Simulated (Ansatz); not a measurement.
## Geometry relaxation of TiCo2 (part 4 of 4)

The same run, continued: TiCo2 (24 atoms in the cell); DFT r2SCAN, scalar-relativistic, plane waves, PAW, spin-polarised (Ansatz 0.2.0); cutoff 500 eV, 12×12×4 k-mesh, Gaussian smearing of 0.1 eV, collinear spins. The structure derives from a Materials Project entry.

Geometry of the input (Å; fractional positions):
```
4.7337  0.0000  0.0000
-2.3668  4.0995  0.0000
0.0000  0.0000  15.3921
Ti 0.0000  0.0000  0.9057
Ti 0.0000  0.0000  0.0943
Ti 0.0000  0.0000  0.4057
Ti 0.0000  0.0000  0.5943
Ti 0.6667  0.3333  0.1553
Ti 0.3333  0.6667  0.8447
Ti 0.3333  0.6667  0.6553
Ti 0.6667  0.3333  0.3447
Co 0.6667  0.3333  0.8745
Co 0.3333  0.6667  0.1255
Co 0.3333  0.6667  0.3745
Co 0.6667  0.3333  0.6255
Co 0.5000  0.0000  0.0000
Co -0.0000  0.5000  0.0000
Co 0.5000  0.5000  0.0000
Co 0.5000  0.0000  0.5000
Co -0.0000  0.5000  0.5000
Co 0.5000  0.5000  0.5000
Co 0.8360  0.6720  0.7500
Co 0.3280  0.1640  0.7500
Co 0.8360  0.1640  0.7500
Co 0.1640  0.3280  0.2500
Co 0.6720  0.8360  0.2500
Co 0.1640  0.8360  0.2500
```

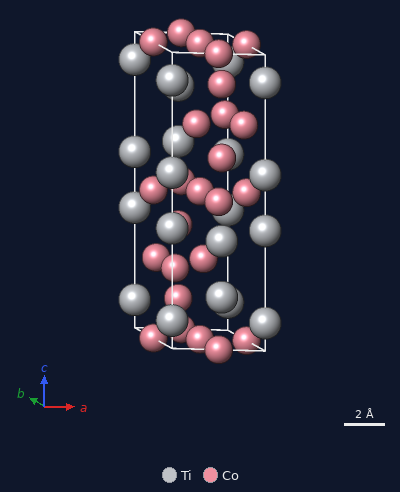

Fig. 1: The geometry at step 3 of the log (spheres-only view of the cell of the calculation, seen slightly off an axis).

Output, continued:
```
  k-point 56 ↓: bands = ["-80.3786", "-80.3786", "-80.3778", "-80.3778", "-80.3561", "-80.3561", "-80.3535", "-80.3535", "-80.3476", "-80.3476", "-80.3233", "-80.3233", "-80.3017", "-80.3017", "-80.2930", "-80.2930", "-42.5782", "-42.5782", "-42.5499", "-42.5499", "-42.5088", "-42.5088", "-42.4771", "-42.4771", "-42.3555", "-42.3555", "-42.3497", "-42.3497", "-42.3009", "-42.3009", "-42.2803", "-42.2803", "-42.2657", "-42.2657", "-42.2446", "-42.2446", "-42.2418", "-42.2418", "-42.2309", "-42.2309",
      "-42.2205", "-42.2205", "-42.2111", "-42.2111", "-42.1944", "-42.1944", "-42.1940", "-42.1940", "-42.1517", "-42.1517", "-42.1458", "-42.1458", "-42.1353", "-42.1353", "-42.1306", "-42.1306", "-42.1256", "-42.1256", "-42.1184", "-42.1184", "-42.0934", "-42.0934", "-42.0665", "-42.0665", "-42.0442", "-42.0442", "-42.0417", "-42.0417", "-42.0114", "-42.0114", "-41.9930", "-41.9930", "-17.8810", "-17.8810", "-17.8764", "-17.8764", "-17.8652", "-17.8652", "-17.8273", "-17.8273",
      "-17.7791", "-17.7791", "-17.7500", "-17.7500", "-17.6831", "-17.6831", "-17.6623", "-17.6623", "-17.6067", "-17.6067", "-17.5745", "-17.5745", "-17.5667", "-17.5667", "-17.5426", "-17.5426", "10.8735", "10.8735", "11.3485", "11.3485", "11.6971", "11.6971", "12.1623", "12.1623", "12.4091", "12.4091", "12.6615", "12.6615", "13.4110", "13.4110", "13.4394", "13.4394", "13.4597", "13.4597", "13.9200", "13.9200", "14.3416", "14.3416", "14.3528", "14.3528",
      "14.4010", "14.4010", "14.6254", "14.6254", "14.8125", "14.8125", "14.8526", "14.8526", "14.8848", "14.8848", "14.9184", "14.9184", "14.9210", "14.9210", "14.9943", "14.9943", "15.0597", "15.0597", "15.1196", "15.1196", "15.1932", "15.1932", "15.2597", "15.2597", "15.3620", "15.3620", "15.4333", "15.4333", "15.5006", "15.5006", "15.5037", "15.5037", "15.5443", "15.5443", "15.6076", "15.6076", "15.6244", "15.6244", "15.7472", "15.7472",
      "16.1463", "16.1463", "16.1539", "16.1539", "16.4592", "16.4592", "16.6509", "16.6509", "16.6706", "16.6706", "16.9056", "16.9056", "16.9647", "16.9647", "17.1717", "17.1717", "17.7606", "17.7606", "17.7865", "17.7865", "17.8515", "17.8515", "17.9477", "17.9477", "17.9548", "17.9548", "18.0236", "18.0236", "18.0870", "18.0870", "18.1276", "18.1276", "18.2229", "18.2229", "18.2399", "18.2399", "18.2417", "18.2417", "18.3699", "18.3699",
      "18.4283", "18.4283", "18.6820", "18.6820", "18.7401", "18.7401", "18.8548", "18.8548", "18.9519", "18.9519", "18.9574", "18.9574", "19.0798", "19.0798", "19.2580", "19.2580", "19.5553", "19.5553", "19.6350", "19.6350", "19.6637", "19.6637", "19.7341", "19.7341", "19.7857", "19.7857", "19.9978", "19.9978", "20.5033", "20.5033", "20.6585", "20.6585", "21.1950", "21.1950", "22.9108", "22.9108", "24.5616", "24.5616", "24.7594", "24.7594",
      "25.9847", "25.9847"]
--- Relaxed structure (3 steps of the walk, 3 accepted, 1 SCFs on fresh bases) ---
  F+E_penalty+E_count = -102145.36938985 eV   max|allowed force component| = 9.503e-4 eV/Å   (the final SCF, on the basis selected at the relaxed cell)
  cell:  # Å, volume = 298.7522 Å³
    - [4.732381245464474, -2.182147354001595e-33, 0.0]
    - [-2.366190622732237, 4.098362378965275, 3.561238139193519e-20]
    - [0.0, 1.3371155383324144e-19, 15.403557817973216]
  atoms:
    - { symbol: Ti, position: [4.554258508961721e-21, 9.108517017923593e-21, 0.9058233126741595] }
    - { symbol: Ti, position: [-4.6360452313432945e-21, -9.272090462686685e-21, 0.09417668732584024] }
    - { symbol: Ti, position: [4.554258508961187e-21, 9.10851701792225e-21, 0.4058233126741597] }
    - { symbol: Ti, position: [-4.63604523134267e-21, -9.272090462685272e-21, 0.5941766873258403] }
    - { symbol: Ti, position: [0.6666666666666666, 0.3333333333333333, 0.15541325836990608] }
    - { symbol: Ti, position: [0.3333333333333333, 0.6666666666666666, 0.8445867416300938] }
    - { symbol: Ti, position: [0.3333333333333333, 0.6666666666666666, 0.655413258369906] }
    - { symbol: Ti, position: [0.6666666666666666, 0.3333333333333333, 0.34458674163009395] }
    - { symbol: Co, position: [0.6666666666666666, 0.3333333333333333, 0.8745560514937357] }
    - { symbol: Co, position: [0.3333333333333333, 0.6666666666666666, 0.12544394850626403] }
    - { symbol: Co, position: [0.3333333333333333, 0.6666666666666666, 0.374556051493736] }
    - { symbol: Co, position: [0.6666666666666666, 0.3333333333333333, 0.6254439485062641] }
    - { symbol: Co, position: [0.5, -8.178672238155081e-23, 3.6686920753929646e-23] }
    - { symbol: Co, position: [-1.9455725274386797e-41, 0.5, 3.6686920753931573e-23] }
    - { symbol: Co, position: [0.5, 0.5, 3.6686920753930257e-23] }
    - { symbol: Co, position: [0.5, -8.178672238154923e-23, 0.49999999999999994] }
    - { symbol: Co, position: [-8.156401354325819e-21, 0.5, 0.49999999999999994] }
    - { symbol: Co, position: [0.5, 0.5, 0.49999999999999994] }
    - { symbol: Co, position: [0.8360076086184973, 0.6720152172369945, 0.7499999999999999] }
    - { symbol: Co, position: [0.32798478276300547, 0.1639923913815028, 0.7499999999999999] }
    - { symbol: Co, position: [0.8360076086184973, 0.1639923913815028, 0.7499999999999999] }
    - { symbol: Co, position: [0.1639923913815028, 0.3279847827630056, 0.24999999999999997] }
    - { symbol: Co, position: [0.6720152172369944, 0.8360076086184974, 0.24999999999999997] }
    - { symbol: Co, position: [0.16399239138150284, 0.8360076086184974, 0.24999999999999997] }
--- Löwdin populations: 24 sites ---
  site symbol       q [e]    m [muB]
     0     Ti     11.8202    -0.8426
     1     Ti     11.8202    -0.8426
     2     Ti     11.8202    -0.8426
     3     Ti     11.8202    -0.8426
     4     Ti     11.8296    -1.0252
     5     Ti     11.8296    -1.0252
     6     Ti     11.8296    -1.0252
     7     Ti     11.8296    -1.0252
     8     Co     16.7708     1.6291
     9     Co     16.7708     1.6291
    10     Co     16.7708     1.6291
    11     Co     16.7708     1.6291
    12     Co     16.7728     1.5426
    13     Co     16.7728     1.5426
    14     Co     16.7728     1.5426
    15     Co     16.7728     1.5426
    16     Co     16.7728     1.5426
    17     Co     16.7728     1.5426
    18     Co     16.7763     1.5374
    19     Co     16.7763     1.5374
    20     Co     16.7763     1.5374
    21     Co     16.7763     1.5374
    22     Co     16.7763     1.5374
    23     Co     16.7763     1.5374
  spilling = 0.013649 (of n_electrons = 368.000000)
```

File populations.tsv:
```
# site	symbol	l	j	q_up	q_dn
# orbitals = lowdin
# n_electrons = 368.000000
# spilling = 0.013649
0	Ti	0_3S	-	0.970232	0.970226
0	Ti	0_4S	-	0.469426	0.495173
0	Ti	1_3P	-	2.996175	2.997313
0	Ti	2_3D	-	1.052961	1.868646
1	Ti	0_3S	-	0.970232	0.970226
1	Ti	0_4S	-	0.469426	0.495173
1	Ti	1_3P	-	2.996175	2.997313
1	Ti	2_3D	-	1.052961	1.868646
2	Ti	0_3S	-	0.970232	0.970226
2	Ti	0_4S	-	0.469426	0.495173
2	Ti	1_3P	-	2.996175	2.997313
2	Ti	2_3D	-	1.052961	1.868646
3	Ti	0_3S	-	0.970232	0.970226
3	Ti	0_4S	-	0.469426	0.495173
3	Ti	1_3P	-	2.996175	2.997313
3	Ti	2_3D	-	1.052961	1.868646
4	Ti	0_3S	-	0.970513	0.970119
4	Ti	0_4S	-	0.482121	0.493159
4	Ti	1_3P	-	2.995886	2.997371
4	Ti	2_3D	-	0.953692	1.966736
5	Ti	0_3S	-	0.970513	0.970119
5	Ti	0_4S	-	0.482121	0.493159
5	Ti	1_3P	-	2.995886	2.997371
5	Ti	2_3D	-	0.953692	1.966736
6	Ti	0_3S	-	0.970513	0.970119
6	Ti	0_4S	-	0.482121	0.493159
6	Ti	1_3P	-	2.995886	2.997371
6	Ti	2_3D	-	0.953692	1.966736
7	Ti	0_3S	-	0.970513	0.970119
7	Ti	0_4S	-	0.482121	0.493159
7	Ti	1_3P	-	2.995886	2.997371
7	Ti	2_3D	-	0.953692	1.966736
8	Co	0_3S	-	0.991336	0.991862
8	Co	0_4S	-	0.492520	0.493194
8	Co	1_3P	-	2.998278	2.998598
8	Co	2_3D	-	4.717840	3.087186
9	Co	0_3S	-	0.991336	0.991862
9	Co	0_4S	-	0.492520	0.493194
9	Co	1_3P	-	2.998278	2.998598
9	Co	2_3D	-	4.717840	3.087186
10	Co	0_3S	-	0.991336	0.991862
10	Co	0_4S	-	0.492520	0.493194
10	Co	1_3P	-	2.998278	2.998598
10	Co	2_3D	-	4.717840	3.087186
11	Co	0_3S	-	0.991336	0.991862
11	Co	0_4S	-	0.492520	0.493194
11	Co	1_3P	-	2.998278	2.998598
11	Co	2_3D	-	4.717840	3.087186
12	Co	0_3S	-	0.991329	0.991914
12	Co	0_4S	-	0.484308	0.498647
12	Co	1_3P	-	2.998399	2.998554
12	Co	2_3D	-	4.683700	3.125978
13	Co	0_3S	-	0.991329	0.991914
13	Co	0_4S	-	0.484308	0.498647
13	Co	1_3P	-	2.998399	2.998554
13	Co	2_3D	-	4.683700	3.125978
14	Co	0_3S	-	0.991329	0.991914
14	Co	0_4S	-	0.484308	0.498647
14	Co	1_3P	-	2.998399	2.998554
14	Co	2_3D	-	4.683700	3.125978
15	Co	0_3S	-	0.991329	0.991914
15	Co	0_4S	-	0.484308	0.498647
15	Co	1_3P	-	2.998399	2.998554
15	Co	2_3D	-	4.683700	3.125978
16	Co	0_3S	-	0.991329	0.991914
16	Co	0_4S	-	0.484308	0.498647
16	Co	1_3P	-	2.998399	2.998554
16	Co	2_3D	-	4.683700	3.125978
17	Co	0_3S	-	0.991329	0.991914
17	Co	0_4S	-	0.484308	0.498647
17	Co	1_3P	-	2.998399	2.998554
17	Co	2_3D	-	4.683700	3.125978
18	Co	0_3S	-	0.991272	0.991878
18	Co	0_4S	-	0.481879	0.497266
18	Co	1_3P	-	2.998392	2.998538
18	Co	2_3D	-	4.685290	3.131783
19	Co	0_3S	-	0.991272	0.991878
19	Co	0_4S	-	0.481879	0.497266
19	Co	1_3P	-	2.998392	2.998538
19	Co	2_3D	-	4.685290	3.131783
20	Co	0_3S	-	0.991272	0.991878
20	Co	0_4S	-	0.481879	0.497266
20	Co	1_3P	-	2.998392	2.998538
20	Co	2_3D	-	4.685290	3.131783
21	Co	0_3S	-	0.991272	0.991878
21	Co	0_4S	-	0.481879	0.497266
21	Co	1_3P	-	2.998392	2.998538
21	Co	2_3D	-	4.685290	3.131783
22	Co	0_3S	-	0.991272	0.991878
22	Co	0_4S	-	0.481879	0.497266
22	Co	1_3P	-	2.998392	2.998538
22	Co	2_3D	-	4.685290	3.131783
23	Co	0_3S	-	0.991272	0.991878
23	Co	0_4S	-	0.481879	0.497266
23	Co	1_3P	-	2.998392	2.998538
23	Co	2_3D	-	4.685290	3.131783
```

Trajectory as extended XYZ (Å, eV, eV/Å), 4 frames, from step=1 to step=4:
```
24
Lattice="4.7337 0.0000 0.0000 -2.3668 4.0995 0.0000 0.0000 0.0000 15.3921" Properties=species:S:1:pos:R:3:forces:R:3 step=1 energy=-102145.36917 pressure_GPa=0.05
Ti    0.0000    0.0000   13.9405    0.0000   0.0000   0.0125
Ti    0.0000    0.0000    1.4516    0.0000   0.0000  -0.0125
Ti    0.0000    0.0000    6.2444    0.0000   0.0000   0.0125
Ti    0.0000    0.0000    9.1477    0.0000   0.0000  -0.0125
Ti    2.3668    1.3665    2.3900    0.0000   0.0000   0.0109
Ti    0.0000    2.7330   13.0021    0.0000   0.0000  -0.0109
Ti    0.0000    2.7330   10.0860    0.0000   0.0000   0.0109
Ti    2.3668    1.3665    5.3061    0.0000   0.0000  -0.0109
Co    2.3668    1.3665   13.4611    0.0000   0.0000   0.0014
Co    0.0000    2.7330    1.9310    0.0000   0.0000  -0.0014
Co    0.0000    2.7330    5.7651    0.0000   0.0000   0.0014
Co    2.3668    1.3665    9.6270    0.0000   0.0000  -0.0014
Co    2.3668    0.0000    0.0000    0.0000   0.0000   0.0000
Co   -1.1834    2.0497    0.0000    0.0000   0.0000   0.0000
Co    1.1834    2.0497    0.0000    0.0000   0.0000   0.0000
Co    2.3668    0.0000    7.6960    0.0000   0.0000   0.0000
Co   -1.1834    2.0497    7.6960    0.0000   0.0000   0.0000
Co    1.1834    2.0497    7.6960    0.0000   0.0000   0.0000
Co    2.3668    2.7549   11.5441    0.0000   0.0026   0.0000
Co    1.1645    0.6723   11.5441   -0.0023  -0.0013   0.0000
Co    3.5692    0.6723   11.5441    0.0023  -0.0013   0.0000
Co    0.0000    1.3446    3.8480    0.0000  -0.0026   0.0000
Co    1.2024    3.4272    3.8480    0.0023   0.0013   0.0000
Co   -1.2024    3.4272    3.8480   -0.0023   0.0013   0.0000
24
Lattice="4.7334 0.0000 0.0000 -2.3667 4.0993 0.0000 0.0000 0.0000 15.3967" Properties=species:S:1:pos:R:3:forces:R:3 step=2 energy=-102145.36926 pressure_GPa=0.01
Ti    0.0000    0.0000   13.9458    0.0000   0.0000   0.0049
Ti    0.0000    0.0000    1.4509    0.0000   0.0000  -0.0049
Ti    0.0000    0.0000    6.2474    0.0000   0.0000   0.0049
Ti    0.0000    0.0000    9.1492    0.0000   0.0000  -0.0049
Ti    2.3667    1.3664    2.3917    0.0000   0.0000   0.0053
Ti    0.0000    2.7329   13.0050    0.0000   0.0000  -0.0053
Ti    0.0000    2.7329   10.0900    0.0000   0.0000   0.0053
Ti    2.3667    1.3664    5.3066    0.0000   0.0000  -0.0053
Co    2.3667    1.3664   13.4651    0.0000   0.0000   0.0013
Co    0.0000    2.7329    1.9315    0.0000   0.0000  -0.0013
Co    0.0000    2.7329    5.7668    0.0000   0.0000   0.0013
Co    2.3667    1.3664    9.6298    0.0000   0.0000  -0.0013
Co    2.3667    0.0000    0.0000    0.0000   0.0000   0.0000
Co   -1.1834    2.0496    0.0000    0.0000   0.0000   0.0000
Co    1.1834    2.0496    0.0000    0.0000   0.0000   0.0000
Co    2.3667    0.0000    7.6983    0.0000   0.0000   0.0000
Co   -1.1834    2.0496    7.6983    0.0000   0.0000   0.0000
Co    1.1834    2.0496    7.6983    0.0000   0.0000   0.0000
Co    2.3667    2.7547   11.5475    0.0000   0.0026   0.0000
Co    1.1644    0.6723   11.5475   -0.0022  -0.0013   0.0000
Co    3.5690    0.6723   11.5475    0.0022  -0.0013   0.0000
Co    0.0000    1.3445    3.8492    0.0000  -0.0026   0.0000
Co    1.2023    3.4270    3.8492    0.0022   0.0013   0.0000
Co   -1.2023    3.4270    3.8492   -0.0022   0.0013   0.0000
24
Lattice="4.7324 0.0000 0.0000 -2.3662 4.0984 0.0000 0.0000 0.0000 15.4036" Properties=species:S:1:pos:R:3:forces:R:3 step=3 energy=-102145.36932 pressure_GPa=0.01
Ti    0.0000    0.0000   13.9529    0.0000   0.0000   0.0008
Ti    0.0000    0.0000    1.4507    0.0000   0.0000  -0.0008
Ti    0.0000    0.0000    6.2511    0.0000   0.0000   0.0008
Ti    0.0000    0.0000    9.1524    0.0000   0.0000  -0.0008
Ti    2.3662    1.3661    2.3939    0.0000   0.0000  -0.0001
Ti    0.0000    2.7322   13.0096    0.0000   0.0000   0.0001
Ti    0.0000    2.7322   10.0957    0.0000   0.0000  -0.0001
Ti    2.3662    1.3661    5.3079    0.0000   0.0000   0.0001
Co    2.3662    1.3661   13.4713    0.0000   0.0000   0.0009
Co    0.0000    2.7322    1.9323    0.0000   0.0000  -0.0009
Co    0.0000    2.7322    5.7695    0.0000   0.0000   0.0009
Co    2.3662    1.3661    9.6341    0.0000   0.0000  -0.0009
Co    2.3662    0.0000    0.0000    0.0000   0.0000   0.0000
Co   -1.1831    2.0492    0.0000    0.0000   0.0000   0.0000
Co    1.1831    2.0492    0.0000    0.0000   0.0000   0.0000
Co    2.3662    0.0000    7.7018    0.0000   0.0000   0.0000
Co   -1.1831    2.0492    7.7018    0.0000   0.0000   0.0000
Co    1.1831    2.0492    7.7018    0.0000   0.0000   0.0000
Co    2.3662    2.7542   11.5527    0.0000  -0.0002   0.0000
Co    1.1641    0.6721   11.5527    0.0001   0.0001   0.0000
Co    3.5683    0.6721   11.5527   -0.0001   0.0001   0.0000
Co    0.0000    1.3442    3.8509    0.0000   0.0002   0.0000
Co    1.2021    3.4263    3.8509   -0.0001  -0.0001   0.0000
Co   -1.2021    3.4263    3.8509    0.0001  -0.0001   0.0000
24
Lattice="4.7324 0.0000 0.0000 -2.3662 4.0984 0.0000 0.0000 0.0000 15.4036" Properties=species:S:1:pos:R:3:forces:R:3 step=4 energy=-102145.36939 pressure_GPa=0.01
Ti    0.0000    0.0000   13.9529    0.0000   0.0000   0.0008
Ti    0.0000    0.0000    1.4507    0.0000   0.0000  -0.0008
Ti    0.0000    0.0000    6.2511    0.0000   0.0000   0.0008
Ti    0.0000    0.0000    9.1524    0.0000   0.0000  -0.0008
Ti    2.3662    1.3661    2.3939    0.0000   0.0000  -0.0001
Ti    0.0000    2.7322   13.0096    0.0000   0.0000   0.0001
Ti    0.0000    2.7322   10.0957    0.0000   0.0000  -0.0001
Ti    2.3662    1.3661    5.3079    0.0000   0.0000   0.0001
Co    2.3662    1.3661   13.4713    0.0000   0.0000   0.0009
Co    0.0000    2.7322    1.9323    0.0000   0.0000  -0.0009
Co    0.0000    2.7322    5.7695    0.0000   0.0000   0.0009
Co    2.3662    1.3661    9.6341    0.0000   0.0000  -0.0009
Co    2.3662    0.0000    0.0000    0.0000   0.0000   0.0000
Co   -1.1831    2.0492    0.0000    0.0000   0.0000   0.0000
Co    1.1831    2.0492    0.0000    0.0000   0.0000   0.0000
Co    2.3662    0.0000    7.7018    0.0000   0.0000   0.0000
Co   -1.1831    2.0492    7.7018    0.0000   0.0000   0.0000
Co    1.1831    2.0492    7.7018    0.0000   0.0000   0.0000
Co    2.3662    2.7542   11.5527    0.0000  -0.0002   0.0000
Co    1.1641    0.6721   11.5527    0.0001   0.0001   0.0000
Co    3.5683    0.6721   11.5527   -0.0001   0.0001   0.0000
Co    0.0000    1.3442    3.8509    0.0000   0.0002   0.0000
Co    1.2021    3.4263    3.8509   -0.0001  -0.0001   0.0000
Co   -1.2021    3.4263    3.8509    0.0001  -0.0001   0.0000
```

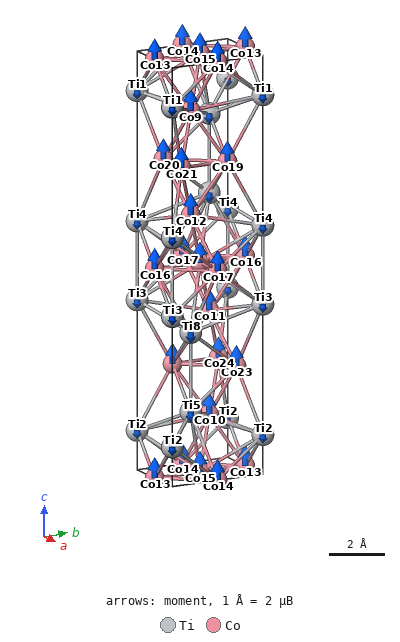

Fig. 2: Magnetic moments of the sites as blue arrows (ball-and-stick view of the cell of the calculation, seen slightly off an axis; atoms are numbered from 1 in the order of the input); small moments hardly show. The run is collinear, so the axis drawn is arbitrary. Site moments: Co9, Co10, Co11, Co12 (1.64 μB); Co13, Co14, Co15, Co16, Co17, Co18 (1.56 μB); Co19, Co20, Co21, Co22, Co23, Co24 (1.55 μB); Ti5, Ti6, Ti7, Ti8 (−0.81 μB); Ti1, Ti2, Ti3, Ti4 (−0.65 μB). They are counted near the atoms and needn't add up to the moment of the cell.
